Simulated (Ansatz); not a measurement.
## Energy of Zr along a strain of the cell

System: Zr (I4/mmm, 1 atom in the cell).
Method: DFT r2SCAN, scalar-relativistic, plane waves, PAW, no spin polarisation (Ansatz 0.2.0).

The 8 runs differ only in the geometry, by a strain of the cell at fixed fractional positions. Against run 5, the strain is εzz = η. The structure derives from an entry of the Crystallography Open Database.

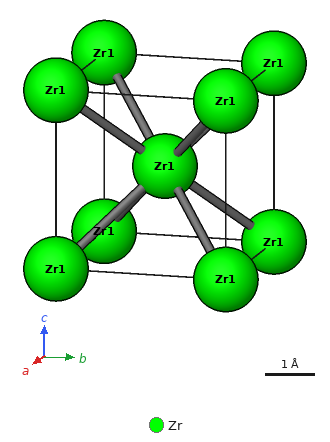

Figure 1. The structure of run 5 (ball-and-stick view of the cell 2 times as large as that of the calculation, set on its symmetry axes, seen slightly off an axis; atoms are numbered from 1 in the order of the input).

**Input of run 5**
```yaml
crystal:
  lattice:
    - [-1.81, 1.81, 1.877875]
    - [1.81, -1.81, 1.877875]
    - [1.81, 1.81, -1.877875]
  atoms:
    - { symbol: Zr, position: [0.0, 0.0, 0.0] }
basis:
  ecutwfc: 500
kpoints:
  mp_grid: { grid: [18, 18, 18] }
hamiltonian:
  xc: r2scan
scf:
  occupations: { method: gaussian, width: 0.15 }
output:
  forces: true
  stress: true
  eigenvalues: true
```

Lattice vectors (Å) and fractional positions of run 5:
```
  -1.810000    1.810000    1.877875
   1.810000   -1.810000    1.877875
   1.810000    1.810000   -1.877875
Zr  0.000000  0.000000  0.000000
```

Run 4 differs from it as follows:
```diff
-    - [-1.81, 1.81, 1.877875]
-    - [1.81, -1.81, 1.877875]
-    - [1.81, 1.81, -1.877875]
+    - [-1.81, 1.81, 1.742125]
+    - [1.81, -1.81, 1.742125]
+    - [1.81, 1.81, -1.742125]
```

**Results, with one run withheld**

```csv
run,strain parameter η (%),"free energy per atom, from the lowest run given (meV)",pressure (GPa)
1,−18.0723,85.41,14.35
2,−14.4578,26.89,9.07
3,−10.8434,0.00,4.45
4,−7.2289,?,?
5,0.0000,21.97,−5.43
6,3.6145,54.24,−7.70
7,7.2289,94.63,−9.58
8,10.8434,141.24,−11.21
```

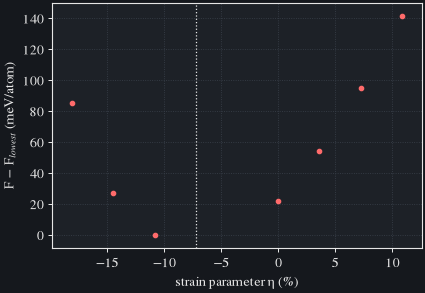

Figure 2. Free energy per atom of the runs given; the dotted line marks run 4.

What should run 4 give?

A cubic polynomial in the coordinate, fitted to the 7 runs given, misses them by at most 2.33 meV per atom. With x = η + 3.0981, it reads F = 0.61088 + 5.066 x + 0.52805 x² − 0.012289 x³ (meV per atom). At run 4 it gives −10.44 meV per atom, and the run itself gives −7.32. The fit has its minimum at η = −7.2835 %. So low a polynomial doesn't follow these energies more closely.

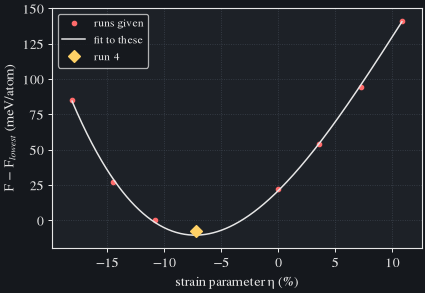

Figure 3. The fit and the withheld run.

**Output, shortened to warnings, some set-up lines, iterations and results (run 4)**
```
Basis set: ecut = 500 eV, 587 PW (Γ), exchange–correlation on 96×96×96 points (64 copies of the dense FFT grid, shifted against one another)
Symmetry: 16 space group operations
k-points: 480 of 5832
Initial density: superposition of atomic densities (neutral atoms: chi_scale 0, normalization atom), corrected by the library's trained network
[...]
SCF iter   1: F=—  HF=-4194.887689 eV  |F-HF|=—  |Δ(HF+E_count)|=         —  Δρ=6.42e-3  dr2=5.82e-3  dr2_τ=3.91e-3  ethr=1.77e-3  ⟨swp⟩=5.0  Hψ=27196  notcnv=0
SCF iter   2: F=—  HF=-4194.914585 eV  |F-HF|=—  |Δ(HF+E_count)|=   2.69e-2  Δρ=2.95e-3  dr2=7.11e-4  dr2_τ=2.84e-4  ethr=4.85e-5  ⟨swp⟩=2.0  Hψ=12931  notcnv=0  defer=11
SCF iter   3: F=—  HF=-4194.915295 eV  |F-HF|=—  |Δ(HF+E_count)|=   7.10e-4  Δρ=8.58e-4  dr2=5.41e-5  dr2_τ=1.28e-5  ethr=5.93e-6  ⟨swp⟩=2.5  Hψ=7672  notcnv=0  defer=11
SCF iter   4: F=—  HF=-4194.915374 eV  |F-HF|=—  |Δ(HF+E_count)|=   7.88e-5  Δρ=1.18e-4  dr2=2.27e-6  dr2_τ=8.11e-8  ethr=4.51e-7  ⟨swp⟩=2.8  Hψ=7474  notcnv=0  defer=11
SCF iter   5: F=—  HF=-4194.915375 eV  |F-HF|=—  |Δ(HF+E_count)|=   1.32e-6  Δρ=6.19e-5  dr2=6.21e-7  dr2_τ=1.70e-8  ethr=1.89e-8  ⟨swp⟩=1.4  Hψ=5611  notcnv=0  defer=11
SCF iter   6: F=-4194.915376 eV  HF=-4194.915376 eV  |F-HF|=6.04e-9  |Δ(HF+E_count)|=   5.17e-7  Δρ=1.21e-5  dr2=2.05e-8  dr2_τ=1.91e-9  ethr=8.33e-10  ⟨swp⟩=3.2  Hψ=19705  …
SCF 1 converged in 6 iterations: F = -4194.915376 eV  dr2 = 2.05e-8
SCF converged after 6 iterations
Free energy (F): -4194.915376 eV
Harris-Foulkes:  -4194.915376 eV  (|F-HF|=6.04e-9)
Internal energy: -4194.895802 eV  (E = F + TS)
E sigma→0 (E₀):  -4194.905589 eV
Entropy (-TS):   -0.019573 eV (-19.573 meV/atom)
Fermi energy:    14.068618 eV
--- Per-component energies (eV) ---
  E_band       = -101.750696
  E_kinetic    = 332.447002
  E_local      = -615.834307  (includes V_loc(G=0)·N_el)
  E_nonlocal   = 80.427107
  E_hartree    = 190.284614
  E_xc         = -155.248367
  E_vxc        = -210.596671  (∫ρ·V_xc dr)
  E_paw        = -2971.194126  (= ΣΔE_a)
  E_vpaw       = -81.273456  (= ΣTr[D̂ρ^β])
  E_aug_tail   = 0.000010  (compensation charges beyond the density's cutoff)
  E_vtau       = 12.511525  (kinetic-family band-sum trace: ∫τ·v_τ [+ j·A + Jᵃ·Aᵃ] dr)
  E_ewald      = -1055.612994
  E_core_change = -0.164742  (= ΣΔE_core)
  E_smearing   = -0.019573  (= −TS)
  E_closure    = 0.000000  (closes the sum)
  Σ components = -4194.915376   (vs F -4194.915376, Δ=0.00e0)
--- Forces (eV/Å), atoms counted from 1 ---
  atom   1  Zr     0.00000000     0.00000000     0.00000000
  max |Σ_I F_I| component: 2.47e-32 eV/Å
--- Stress (GPa, compression-positive) ---
        0.873110       0.000000      -0.000000
        0.000000       0.873110       0.000000
        0.000000       0.000000      -0.163894
  P = ⅓ Tr σ = 0.5274 GPa (5.274 kbar)
```
